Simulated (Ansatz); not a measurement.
Consider MgS.

The calculation's input:

```
crystal:
  lattice:
    - [-2.0173112034, 3.494085499, -6.43229418]
    - [-2.0173112034, 3.494085499, 6.43229418]
    - [8.0692448136, 0.0, 0.0]
  atoms:
    - { symbol: Mg, position: [0.9180312677, 0.4149254568, 0.3278385314] }
    - { symbol: Mg, position: [0.4141020843, 0.9155281475, 0.3263120406] }
    - { symbol: Mg, position: [0.923652212, 0.4220879554, 0.8271612208] }
    - { symbol: Mg, position: [0.4227333461, 0.9078788201, 0.8310444658] }
    - { symbol: Mg, position: [0.8303041454, 0.8345311555, 0.158161775] }
    - { symbol: Mg, position: [0.3503933476, 0.3420331992, 0.1710972549] }
    - { symbol: Mg, position: [0.8404314254, 0.8428561212, 0.6755482866] }
    - { symbol: Mg, position: [0.3236270008, 0.3212503655, 0.6694779866] }
    - { symbol: S, position: [0.1486545739, 0.5257836857, 0.1655972499] }
    - { symbol: S, position: [0.6392864262, 0.0208304478, 0.1643282284] }
    - { symbol: S, position: [0.1324266569, 0.5075397823, 0.6532154479] }
    - { symbol: S, position: [0.6441269628, 0.0273220869, 0.6672219916] }
    - { symbol: S, position: [0.7298472311, 0.6112219158, 0.341119128] }
    - { symbol: S, position: [0.2256152472, 0.0996978511, 0.3410322957] }
    - { symbol: S, position: [0.7233326343, 0.6036920326, 0.8300328769] }
    - { symbol: S, position: [0.2349619508, 0.1071883732, 0.8475799445] }
basis:
  ecutwfc: 420
kpoints:
  mp_grid: { grid: [4, 4, 4] }
hamiltonian:
  xc: pbe
scf:
  occupations: { method: fermi_dirac, width: 0.02 }
output:
  forces: true
  stress: true
  eigenvalues: true
  populations: true
  write_density: true
  write_potential: true
  elf: true
  volumetric_format: npy
```

Command:

```sh
ansatz run input.yaml --threads 4 --pin off --max-ram 5120MiB --backend cpu --events-out ev --progress --plain --runs-dir out
```

Below, planes, directions and counts refer to the conventional cell (a = 7.59 Å, b = 7.59 Å, c = 8.07 Å, α = 105.41°, β = 105.41°, γ = 115.80°).

Space group P1; a structure from a database of computed crystals, not necessarily the ambient phase; not relaxed (largest force 0.7 eV/Å).

Theory: DFT PBE, scalar-relativistic, plane waves, PAW (Ansatz 0.2.0).

What can the converged valence pseudo-density and electron localisation function tell about the bonding?

Answer. Mg–S (2.40 Å): the density is about 0.4 e/Å³ at the midpoint; the ELF peaks at about 0.90 in the valence shell of S, 0.8 Å from its nucleus, and falls to about 0.05 next to Mg; a closed-shell, largely ionic contact.
Mg–S (2.40 Å): the density is about 0.4 e/Å³ at the midpoint; the ELF peaks at about 0.90 in the valence shell of S, 0.8 Å from its nucleus, and falls to about 0.05 next to Mg: an ionic contact with no shared pair.
Mg–S (2.47 Å): ρ at the midpoint is about 0.36 e/Å³; the ELF peaks at about 0.90 in the valence shell of S, 0.9 Å from its nucleus, and falls to about 0.05 next to Mg: an ionic contact with no shared pair.
Mg–S (2.49 Å): ρ is about 0.34 e/Å³ halfway; the ELF peaks at about 0.90 in the valence shell of S, 0.9 Å from its nucleus, and falls to about 0.05 next to Mg; a closed-shell, largely ionic contact.

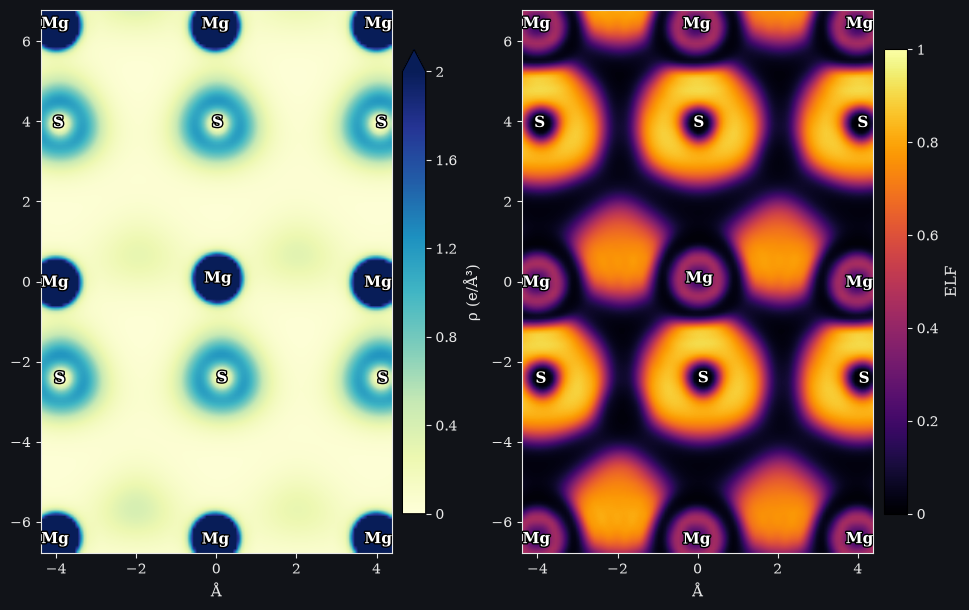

Computed valence pseudo-density and electron localisation function on the (110) plane of the conventional cell, in this order. 

The density is the valence pseudo-density of a PAW calculation; it isn't the true density close to the nuclei.
